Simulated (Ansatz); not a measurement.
The calculation's input:

```
crystal:
  lattice:
    - [1.5003873412, -5.3857999895, 0.0]
    - [1.5003873412, 5.3857999895, 0.0]
    - [0.0, 0.0, 3.6353360468]
  atoms:
    - { symbol: Al, position: [0.3323727375, 0.6676272625, 0.25] }
    - { symbol: Al, position: [0.6676272625, 0.3323727375, 0.75] }
    - { symbol: O, position: [0.7047888597, 0.2952111403, 0.25] }
    - { symbol: O, position: [0.2952111403, 0.7047888597, 0.75] }
    - { symbol: O, position: [0.9409365797, 0.0590634203, 0.25], spin: 0.8 }
    - { symbol: O, position: [0.0590634203, 0.9409365797, 0.75], spin: 0.8 }
basis:
  ecutwfc: 420
kpoints:
  mp_grid: { grid: [16, 16, 14] }
hamiltonian:
  xc: pbe
  dispersion: d3bj
scf:
  occupations: { method: gaussian, width: 0.15 }
output:
  forces: true
  stress: true
  eigenvalues: true
  populations: true
  write_density: true
  write_potential: true
  elf: true
  volumetric_format: npy
magnetization:
  spin_polarized: true
```

Command:

```sh
ansatz run input.yaml --threads 1 --pin off --max-ram 2560MiB --backend cpu --events-out ev --progress --plain --runs-dir out
```

Below, planes, directions and counts refer to the conventional cell (a = 3.00 Å, b = 10.77 Å, c = 3.64 Å, α = 90.00°, β = 90.00°, γ = 90.00°).

Space group Cmcm; a structure from a database of computed crystals, not necessarily the ambient phase; changed on purpose from its base cell (strain +0.0150 x Voigt [1, 1, 0, 0, 0, 0], atoms carried along); not relaxed (largest force 0.3 eV/Å); computed pressure about −5 GPa in this cell; spin-polarised.

Computed with Ansatz 0.2.0, DFT PBE+D3(BJ), scalar-relativistic, plane waves, PAW.

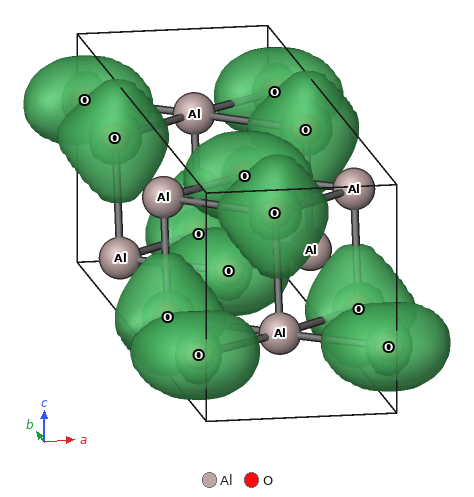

AlO2. Isosurface of the ELF at 0.75 (green), seen slightly off an axis. Only the valence region is drawn (cores and ρ < 0.01 e/Å³ removed). Sticks mark near contacts.

**What do the ELF domains correspond to?**

The ELF exceeds this value in four regions on O in which the atom's valence shell and bonds are merged and four regions wrapped around O (the valence shell of each), counted in one cell of 12 atoms. Any copies at cell faces, edges or corners count once. Along the contacts the grid gives the following. Al–O (1.86 Å): the ELF peaks at about 0.85 in the valence shell of O, 0.6 Å from its nucleus, and is about 0.80 at the midpoint. Al–O (1.90 Å): the ELF peaks at about 0.90 in the valence shell of O, 0.7 Å from its nucleus, and is about 0.85 at the midpoint.

**Does the calculation give a band gap?**

It is gapless in this calculation (a metal or semimetal).
